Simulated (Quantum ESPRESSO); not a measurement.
# Voltage at the next charge: silicene, 2 layers, AB stacking against an electrode

Method. Quantum ESPRESSO 7.5, PBE, GBRV ultrasoft; ESM with bc3, a metal electrode 5.15 Å above the top atoms; cell area 12.646 Å²; ions fixed. V is the potential energy of an electron at the electrode over the slab's Fermi level, divided by e, so that it equals the work function at zero charge; positive charge removes electrons.

```
charge (e a cell)  V (V)
                0  4.679
           0.0195  5.763
           0.0389  6.852
```

To predict: What is V at a charge of 0.0778 e, and what capacitance do the rows imply?

**Worked estimate.** The last two rows give dV/dq = (6.852 − 5.763)/(0.0389 − 0.0195) = 56.1 V/e, so C = 1602/(12.646 × 56.1) = 2.26 µF/cm², an effective gap of 8.854/2.26 = 3.92 Å. At constant C, V = 6.852 + 56.1 × 0.0389 = 9.04 V.

**Check.** V = 9.061 V; the estimate misses by −0.03 V, 1.1 % of the step. Over the three intervals C goes 2.28, 2.26 and 2.23 µF/cm².

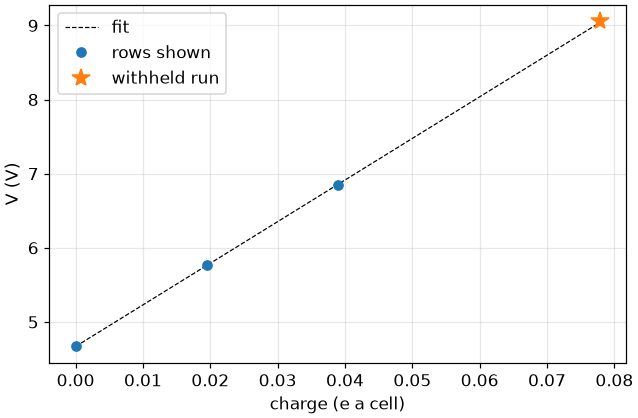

The rows shown, the fit and the withheld run.

**Limits.** Vacuum fills the gap; a dielectric or electrolyte would change C. The slab is thin.

[Logs are printed without paths, hosts, clocks, repeated set-up lines and the standing remarks that a program may print on its own settings, such as how far it seeks lower states.]
